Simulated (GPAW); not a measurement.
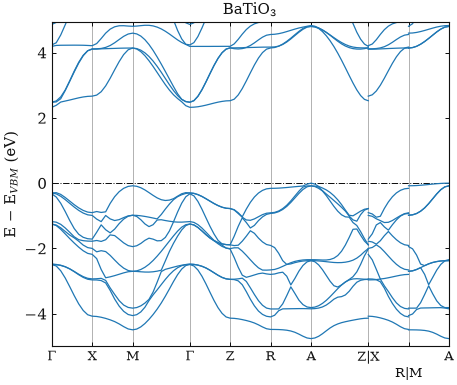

Band structure. Energies are counted from the top of the valence band.

Q: What lattice type does the k path imply?

A: A primitive tetragonal lattice: the path Γ–X–M–Γ–Z–R–A–Z|X–R|M–A runs through the special points of its Brillouin zone.

System: BaTiO3, space group P4mm (No. 99), 5 atoms in the cell.

```xyz
5
Lattice="3.9998 0.0000 0.0000 0.0000 3.9998 0.0000 0.0000 0.0000 4.0180" Properties=species:S:1:pos:R:3 pbc="T T T"
Ba    0.0000    0.0000    0.0000
Ti    1.9999    1.9999    1.9688
O     0.0000    1.9999    2.0773
O     1.9999    0.0000    2.0773
O     1.9999    1.9999    0.0763
```

Level of theory: PBEsol, Ti d U = 4 eV, PAW data sets generated in the run's folder for this functional, no spin polarisation, no spin-orbit coupling, 5×5×5 k mesh, 800 eV cutoff, Fermi-Dirac smearing of 0.05 eV; code GPAW 26.7.0.

Q: Metal, semiconductor or insulator, and what is the gap?

A: The bands leave a gap. The gap along this path is 2.32 eV and indirect, from the valence-band top at A to the conduction-band bottom at Γ; the smallest direct gap is 2.62 eV, at Γ. At M the top valence band lies only 0.08 eV lower.

Q: How much do the top valence band and the lowest conduction band disperse along the path?

A: The top valence band spans 1.0 eV and the lowest conduction band 2.5 eV.

Q: What are the direct gaps at R, Z and X?

A: The direct gaps are 4.30 eV at R, 3.30 eV at Z and 3.57 eV at X.

Q: How many bands meet at the valence-band top?

A: The top valence level at A is a single band, not degenerate (spin aside). The next level lies only 0.08 eV lower.
